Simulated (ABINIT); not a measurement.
Band-structure run, with input and output: Bi (part 4 of 4)

Continued. System: Bi (Im-3m, 1 atom in the cell). Method: Kohn-Sham DFT of a periodic cell, HCTH407, spin-orbit coupling, JTH PAW PBE v2.0, no spin polarisation (ABINIT 10.8.3); cutoff 598.65 eV, 9×9×9 k-mesh, fermi-dirac of 0.05 eV. The structure derives from a Materials Project entry.

Geometry of the input (Å; fractional positions):
```
-1.9814  1.9814  1.9814
1.9814  -1.9814  1.9814
1.9814  1.9814  -1.9814
Bi 0.0000  0.0000  0.0000
```

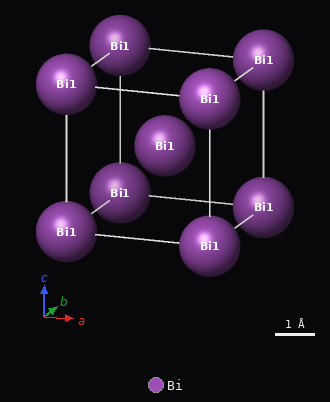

*The structure (spheres-only view of the cell 2 times as large as that of the calculation, set on its symmetry axes, seen slightly off an axis; atoms are numbered from 1 in the order of the input).*

## Output, continued
```
--- !ResultsGS
iteration_state: {dtset: 2, }
comment   : Summary of ground state results
lattice_vectors:
- [ -3.7443610,   3.7443610,   3.7443610, ]
- [  3.7443610,  -3.7443610,   3.7443610, ]
- [  3.7443610,   3.7443610,  -3.7443610, ]
lattice_lengths: [   6.48542,    6.48542,    6.48542, ]
lattice_angles: [109.471, 109.471, 109.471, ] # degrees, (23, 13, 12)
lattice_volume:   2.0998736E+02
convergence: {deltae:  0.000E+00, res2:  0.000E+00, residm:  9.954E-12, diffor:  0.000E+00, }
etotal    :  -7.28055323E+01
entropy   :   0.00000000E+00
fermie    :   2.80117564E-01
cartesian_stress_tensor: null
pressure_GPa: null
xred      :
- [  0.0000E+00,   0.0000E+00,   0.0000E+00, Bi]
cartesian_forces: null
force_length_stats: {min: null, max: null, mean: null, }
...

 Integrated electronic density in atomic spheres:
 ------------------------------------------------
 Atom  Sphere_radius  Integrated_density
    1        2.41231         12.25032778

================================================================================

 ----iterations are completed or convergence reached----

 Mean square residual over all n,k,spin=   55.817E-13; max=  99.542E-13
 reduced coordinates (array xred) for    1 atoms
       0.000000000000      0.000000000000      0.000000000000

 cartesian coordinates (angstrom) at end:
    1      0.00000000000000     0.00000000000000     0.00000000000000
 length scales=  1.000000000000  1.000000000000  1.000000000000 bohr
              =  0.529177210544  0.529177210544  0.529177210544 angstroms
 Eigenvalues (   eV  ) for nkpt=  30  k points:
 kpt#   1, nband= 36, wtk=  1.00000, kpt=  0.0000  0.0000  0.0000 (reduced coord)
 -17.64757  -17.64757  -17.64757  -17.64757  -14.69322  -14.69322  -14.61350  -14.61350
 -14.61350  -14.61350   -5.69475   -5.69475   10.22520   10.22520   13.99148   13.99148
  13.99148   13.99148   16.85378   16.85378   18.50467   18.50467   18.50467   18.50467
  18.50467   18.50467   19.48370   19.48370   19.48370   19.48370   19.87807   19.87807
  20.64478   20.64478   20.64478   20.64478
 kpt#   2, nband= 36, wtk=  1.00000, kpt=  0.0714 -0.0714  0.0714 (reduced coord)
 -17.64532  -17.64532  -17.64402  -17.64402  -14.68496  -14.68496  -14.61428  -14.61428
 -14.61010  -14.61010   -5.51131   -5.51131    9.66388    9.66388   12.61543   12.61543
  13.32201   13.32201   17.11722   17.11722   17.82306   17.82306   18.04090   18.04090
  18.19728   18.19728   19.72889   19.72889   20.95861   20.95861   21.37595   21.37595
  21.49886   21.49886   22.35811   22.35811
 kpt#   3, nband= 36, wtk=  1.00000, kpt=  0.1429 -0.1429  0.1429 (reduced coord)
 -17.63905  -17.63905  -17.63477  -17.63477  -14.66109  -14.66109  -14.61615  -14.61615
 -14.60300  -14.60300   -4.96984   -4.96984    8.32999    8.32999   10.70311   10.70311
  11.79396   11.79396   15.38142   15.38142   17.87761   17.87761   18.35694   18.35694
  19.46045   19.46045   20.03570   20.03570   23.18225   23.18225   23.94459   23.94459
  23.99222   23.99222   25.14906   25.14906
 kpt#   4, nband= 36, wtk=  1.00000, kpt=  0.2143 -0.2143  0.2143 (reduced coord)
 -17.63004  -17.63004  -17.62319  -17.62319  -14.62602  -14.62602  -14.61638  -14.61638
 -14.59851  -14.59851   -4.10518   -4.10518    6.88343    6.88343    9.01692    9.01692
  10.14123   10.14123   13.93546   13.93546   18.68351   18.68351   19.39640   19.39640
  20.43603   20.43603   20.54652   20.54652   22.01012   22.01012   26.50886   26.50886
  26.85238   26.85238   28.28062   28.30042
 kpt#   5, nband= 36, wtk=  1.00000, kpt=  0.2857 -0.2857  0.2857 (reduced coord)
 -17.62012  -17.62012  -17.61303  -17.61303  -14.62050  -14.62050  -14.60084  -14.60084
 -14.57880  -14.57880   -3.00518   -3.00518    5.73062    5.73062    7.66596    7.66596
   8.69784    8.69784   12.81986   12.81986   18.33849   18.33849   20.16103   20.16103
  20.91334   20.91334   21.28330   21.28330   21.66792   21.66792   29.33827   29.33827
  29.58731   29.58731   31.44961   31.44987
 kpt#   6, nband= 36, wtk=  1.00000, kpt=  0.3571 -0.3571  0.3571 (reduced coord)
 -17.61128  -17.61128  -17.60656  -17.60656  -14.62060  -14.62060  -14.60863  -14.60863
 -14.53564  -14.53564   -1.85916   -1.85916    5.02158    5.02158    6.78318    6.78318
   7.59776    7.59776   12.03266   12.03266   15.12793   15.12793   21.80846   21.80846
  22.18178   22.18178   22.80309   22.80309   23.16208   23.16208   31.00949   31.00949
  31.21869   31.21869   31.84394   31.84395
 kpt#   7, nband= 36, wtk=  1.00000, kpt=  0.4286 -0.4286  0.4286 (reduced coord)
 -17.60523  -17.60523  -17.60374  -17.60374  -14.62024  -14.62024  -14.61669  -14.61669
 -14.50373  -14.50373   -0.98249   -0.98249    4.71047    4.71047    6.54191    6.54191
   6.91141    6.91141   11.56526   11.56526   12.54083   12.54083   23.14485   23.14485
  23.54566   23.54566   24.81420   24.81420   24.92424   24.92424   29.89022   29.89022
  30.06853   30.06853   30.38704   30.38705
 kpt#   8, nband= 36, wtk=  1.00000, kpt=  0.5000 -0.5000  0.5000 (reduced coord)
 -17.60308  -17.60308  -17.60308  -17.60308  -14.62001  -14.62001  -14.62001  -14.62001
 -14.49191  -14.49191   -0.66232   -0.66232    4.62415    4.62415    6.67823    6.67823
   6.67823    6.67823   11.41039   11.41039   11.41039   11.41039   23.63605   23.63605
  24.49219   24.49219   26.10370   26.10370   26.10370   26.10370   28.98028   28.98028
  28.98028   28.98028   29.30819   29.30819
 kpt#   9, nband= 36, wtk=  1.00000, kpt=  0.4000 -0.4000  0.5000 (reduced coord)
 -17.60610  -17.60610  -17.60274  -17.60274  -14.62375  -14.62375  -14.61330  -14.61330
 -14.50319  -14.50319   -0.94994   -0.94994    4.62443    4.62443    6.45611    6.45611
   7.01788    7.01788   11.83206   11.83206   12.28165   12.28165   22.73306   22.73306
  23.40487   23.40487   24.92659   24.92659   26.04051   26.04051   29.06092   29.06093
  29.56201   29.56201   30.82184   30.82188
 kpt#  10, nband= 36, wtk=  1.00000, kpt=  0.3000 -0.3000  0.5000 (reduced coord)
 -17.61440  -17.61440  -17.60204  -17.60204  -14.63377  -14.63377  -14.59731  -14.59731
 -14.52961  -14.52961   -1.56708   -1.56708    4.13547    4.13547    6.69681    6.69681
   7.92240    7.92240   13.09973   13.09973   14.28411   14.28411   20.29243   20.29243
  20.76748   20.76748   25.13531   25.13531   26.69260   26.69260   29.04404   29.04404
  29.63771   29.63771   33.27614   33.28507
 kpt#  11, nband= 36, wtk=  1.00000, kpt=  0.2000 -0.2000  0.5000 (reduced coord)
 -17.62550  -17.62550  -17.60158  -17.60158  -14.64768  -14.64768  -14.59013  -14.59013
 -14.54564  -14.54564   -2.16558   -2.16558    3.38196    3.38196    7.54170    7.54170
   9.15079    9.15079   15.00154   15.00154   16.82378   16.82378   17.91037   17.91037
  18.26613   18.26613   25.93155   25.93155   27.79533   27.79533   29.03001   29.03001
  29.52033   29.52033   30.36781   30.36807
 kpt#  12, nband= 36, wtk=  1.00000, kpt=  0.1000 -0.1000  0.5000 (reduced coord)
 -17.63518  -17.63518  -17.60155  -17.60155  -14.66188  -14.66188  -14.60180  -14.60180
 -14.53622  -14.53622   -2.56785   -2.56785    2.83564    2.83564    8.49798    8.49798
  10.53863   10.53863   14.94352   14.94352   16.31397   16.31397   18.38167   18.38167
  19.64037   19.64037   26.41864   26.41864   26.99716   26.99716   27.06872   27.06872
  29.03205   29.03210   29.46991   29.47772
 kpt#  13, nband= 36, wtk=  1.00000, kpt=  0.0000  0.0000  0.5000 (reduced coord)
 -17.63904  -17.63904  -17.60163  -17.60163  -14.66835  -14.66835  -14.60726  -14.60726
 -14.53011  -14.53011   -2.70736   -2.70736    2.64253    2.64253    8.97313    8.97313
  11.49812   11.49812   13.81593   13.81593   15.51176   15.51176   20.15952   20.15952
  21.69348   21.69348   24.33183   24.33183   24.81555   24.81555   27.36138   27.36138
  29.03550   29.03550   29.84865   29.85557
 kpt#  14, nband= 36, wtk=  1.00000, kpt=  0.0000  0.0000  0.4000 (reduced coord)
 -17.63976  -17.63976  -17.60571  -17.60571  -14.66533  -14.66533  -14.61176  -14.61176
 -14.53992  -14.53992   -3.21458   -3.21458    3.50769    3.50769    9.19730    9.19730
  11.66326   11.66326   13.99212   13.99212   15.64444   15.64444   19.65789   19.65789
  21.18423   21.18423   25.13044   25.13044   25.53584   25.53584   26.34922   26.34922
  27.43197   27.43197   28.27970   28.28137
 kpt#  15, nband= 36, wtk=  1.00000, kpt=  0.0000  0.0000  0.3000 (reduced coord)
 -17.64174  -17.64174  -17.61671  -17.61671  -14.66068  -14.66068  -14.62169  -14.62169
 -14.56385  -14.56385   -4.16056   -4.16056    5.48224    5.48224    9.84920    9.84920
  12.13648   12.13648   14.53523   14.53523   16.04491   16.04491   18.79225   18.79225
  20.38021   20.38021   24.12311   24.12311   24.95030   24.95030   25.12281   25.12281
  25.84815   25.84815   27.00735   27.00763
 kpt#  16, nband= 36, wtk=  1.00000, kpt=  0.0000  0.0000  0.2000 (reduced coord)
 -17.64437  -17.64437  -17.63091  -17.63091  -14.66874  -14.66874  -14.62330  -14.62330
 -14.58954  -14.58954   -4.98687   -4.98687    7.79807    7.79807   10.91152   10.91152
  12.84184   12.84184   15.48768   15.48768   16.71795   16.71795   18.22687   18.22687
  19.59469   19.59469   21.91045   21.91045   22.40080   22.40080   22.74994   22.74994
  23.55461   23.55461   26.24865   26.24865
 kpt#  17, nband= 36, wtk=  1.00000, kpt=  0.0000  0.0000  0.1000 (reduced coord)
 -17.64665  -17.64665  -17.64287  -17.64287  -14.68555  -14.68555  -14.61674  -14.61674
 -14.60729  -14.60729   -5.51509   -5.51509    9.62041    9.62041   12.54180   12.54180
  13.60312   13.60312   16.88943   16.88943   17.65326   17.65326   18.20557   18.20557
  18.36000   18.36000   20.28590   20.28590   20.42542   20.42542   20.86991   20.86991
  21.59179   21.59179   22.62317   22.62317
 kpt#  18, nband= 36, wtk=  1.00000, kpt=  0.0000  0.0000  0.0000 (reduced coord)
 -17.64757  -17.64757  -17.64757  -17.64757  -14.69322  -14.69322  -14.61350  -14.61350
 -14.61350  -14.61350   -5.69475   -5.69475   10.22520   10.22520   13.99148   13.99148
  13.99148   13.99148   16.85378   16.85378   18.50467   18.50467   18.50467   18.50467
  18.50467   18.50467   19.48370   19.48370   19.48370   19.48370   19.87807   19.87807
  20.64478   20.64478   20.64478   20.64478
 kpt#  19, nband= 36, wtk=  1.00000, kpt=  0.0417  0.0417  0.0417 (reduced coord)
 -17.64684  -17.64684  -17.64249  -17.64249  -14.68538  -14.68538  -14.61745  -14.61745
 -14.60635  -14.60635   -5.50767   -5.50767    9.58573    9.58573   12.51522   12.51522
  13.53330   13.53330   17.27346   17.27346   17.46369   17.46369   17.90000   17.90000
  18.69772   18.69772   19.95365   19.95365   20.30909   20.30909   20.88857   20.88857
  22.26245   22.26245   22.37113   22.37113
 kpt#  20, nband= 36, wtk=  1.00000, kpt=  0.0833  0.0833  0.0833 (reduced coord)
 -17.64450  -17.64450  -17.63032  -17.63032  -14.66805  -14.66805  -14.62612  -14.62612
 -14.58624  -14.58624   -4.95894   -4.95894    7.78978    7.78978   10.73958   10.73958
  12.05394   12.05394   16.73689   16.73689   17.47637   17.47637   18.63057   18.63057
  19.27596   19.27596   20.38681   20.38681   20.71012   20.71012   24.16789   24.16789
  25.36910   25.36910   25.46037   25.46037
 kpt#  21, nband= 36, wtk=  1.00000, kpt=  0.1250  0.1250  0.1250 (reduced coord)
 -17.64018  -17.64018  -17.61760  -17.61760  -14.65087  -14.65087  -14.63191  -14.63191
 -14.56249  -14.56249   -4.10620   -4.10620    5.81102    5.81102    9.05520    9.05520
  10.20676   10.20676   17.32087   17.32087   18.54752   18.54752   19.37872   19.37872
  20.23676   20.23676   21.05742   21.05742   21.33024   21.33024   27.74423   27.74433
  28.10289   28.10642   28.72156   28.72849
 kpt#  22, nband= 36, wtk=  1.00000, kpt=  0.1667  0.1667  0.1667 (reduced coord)
 -17.63368  -17.63368  -17.60998  -17.60998  -14.63719  -14.63719  -14.62778  -14.62778
 -14.55211  -14.55211   -3.12385   -3.12385    4.40778    4.40778    7.48921    7.48921
   8.48729    8.48729   18.57478   18.57478   20.18804   20.18804   20.46672   20.46672
  21.57488   21.57488   22.01003   22.01003   22.22145   22.22145   26.66882   26.66882
  27.79171   27.79171   27.94040   27.94040
 kpt#  23, nband= 36, wtk=  1.00000, kpt=  0.2083  0.2083  0.2083 (reduced coord)
 -17.62542  -17.62542  -17.61001  -17.61001  -14.62705  -14.62705  -14.61187  -14.61187
 -14.56412  -14.56412   -2.39007   -2.39007    4.04648    4.04648    6.23977    6.23977
   7.05399    7.05399   20.05597   20.05597   22.00786   22.00786   22.09869   22.09869
  23.26355   23.26355   23.28010   23.28010   23.40184   23.40184   25.55532   25.55532
  26.71646   26.71646   26.75565   26.75565
 kpt#  24, nband= 36, wtk=  1.00000, kpt=  0.2500  0.2500  0.2500 (reduced coord)
 -17.61662  -17.61662  -17.61662  -17.61662  -14.62165  -14.62165  -14.58929  -14.58929
 -14.58929  -14.58929   -2.18685   -2.18685    4.41202    4.41202    5.97575    5.97575
   5.97575    5.97575   20.99746   20.99746   23.45718   23.45718   23.45718   23.45718
  24.75165   24.75165   24.77777   24.77777   24.77777   24.77777   24.90892   24.90892
  25.33219   25.33219   25.33219   25.33219
 kpt#  25, nband= 36, wtk=  1.00000, kpt=  0.2917  0.1250  0.2917 (reduced coord)
 -17.62493  -17.62493  -17.60891  -17.60891  -14.63351  -14.63351  -14.59642  -14.59642
 -14.57007  -14.57007   -2.24388   -2.24388    4.10517    4.10517    5.29390    5.29390
   7.75889    7.75889   19.24940   19.24940   21.29354   21.29354   21.60547   21.60547
  23.75251   23.75251   24.12023   24.12023   24.39864   24.39864   26.53514   26.53515
  26.85286   26.85289   26.94154   26.94169
 kpt#  26, nband= 36, wtk=  1.00000, kpt=  0.3333  0.0000  0.3333 (reduced coord)
 -17.62850  -17.62850  -17.60365  -17.60365  -14.64804  -14.64804  -14.58306  -14.58306
 -14.56371  -14.56371   -2.22136   -2.22136    3.88733    3.88733    5.02892    5.02892
  10.12816   10.12816   16.37127   16.37127   18.47529   18.47529   18.76069   18.76069
  23.61294   23.61294   23.85946   23.85946   24.30617   24.30617   28.62543   28.62543
  28.85600   28.85600   29.36881   29.36882
 kpt#  27, nband= 36, wtk=  1.00000, kpt=  0.3750 -0.1250  0.3750 (reduced coord)
 -17.62422  -17.62422  -17.60137  -17.60137  -14.64756  -14.64756  -14.57331  -14.57331
 -14.56036  -14.56036   -1.98124   -1.98124    3.98258    3.98258    5.17103    5.17103
  10.67951   10.67951   15.83403   15.83403   15.99083   15.99083   16.12648   16.12648
  23.61627   23.61627   23.96028   23.96028   24.49572   24.49572   30.15731   30.15731
  30.41459   30.41459   31.58204   31.58217
 kpt#  28, nband= 36, wtk=  1.00000, kpt=  0.4167 -0.2500  0.4167 (reduced coord)
 -17.61490  -17.61490  -17.60147  -17.60147  -14.63630  -14.63630  -14.59325  -14.59325
 -14.53105  -14.53105   -1.51465   -1.51465    4.31864    4.31864    5.65920    5.65920
   8.76415    8.76415   13.64929   13.64929   13.85255   13.85255   18.85802   18.85802
  23.70808   23.70808   24.38675   24.38675   24.99579   24.99579   30.30245   30.30245
  30.46873   30.46873   31.27267   31.27268
 kpt#  29, nband= 36, wtk=  1.00000, kpt=  0.4583 -0.3750  0.4583 (reduced coord)
 -17.60639  -17.60639  -17.60252  -17.60252  -14.62464  -14.62464  -14.61228  -14.61228
 -14.50355  -14.50355   -0.95204   -0.95204    4.61881    4.61881    6.31559    6.31559
   7.15704    7.15704   12.04040   12.04040   12.12806   12.12806   22.31427   22.31427
  23.91027   23.91027   25.04604   25.04604   25.68587   25.68587   29.54421   29.54421
  29.57538   29.57538   30.21847   30.21847
 kpt#  30, nband= 36, wtk=  1.00000, kpt=  0.5000 -0.5000  0.5000 (reduced coord)
 -17.60308  -17.60308  -17.60308  -17.60308  -14.62001  -14.62001  -14.62001  -14.62001
 -14.49191  -14.49191   -0.66232   -0.66232    4.62415    4.62415    6.67823    6.67823
   6.67823    6.67823   11.41039   11.41039   11.41039   11.41039   23.63605   23.63605
  24.49219   24.49219   26.10370   26.10370   26.10370   26.10370   28.98028   28.98028
  28.98028   28.98028   29.30819   29.30819

== END DATASET(S) ==============================================================
================================================================================

 -outvars: echo values of variables after computation  --------
            acell      1.0000000000E+00  1.0000000000E+00  1.0000000000E+00 Bohr
           etotal1    -7.2805532273E+01
            fcart1    -0.0000000000E+00 -0.0000000000E+00 -0.0000000000E+00
            rprim     -3.7443610401E+00  3.7443610401E+00  3.7443610401E+00
                       3.7443610401E+00 -3.7443610401E+00  3.7443610401E+00
                       3.7443610401E+00  3.7443610401E+00 -3.7443610401E+00
           strten1    -1.2519777405E-04 -1.2519777405E-04 -1.2519777405E-04
                       0.0000000000E+00  0.0000000000E+00  0.0000000000E+00
 Calculation completed.
```

## Results in brief

| quantity | value |
| --- | --- |
| outcome | converged |
| space group (tolerance 0.01 Å) | Im-3m (229) |
| electrons treated | 15 |
| free energy | −1981.1395 eV |
| Fermi energy | 7.622 eV |
| gap on the k-point mesh | none (metallic) |
| pressure | 3.68 GPa |
| largest force (length of the vector) | under 0.001 eV/Å |
| wall time | 3 min |
| peak memory | 0.13 GiB |
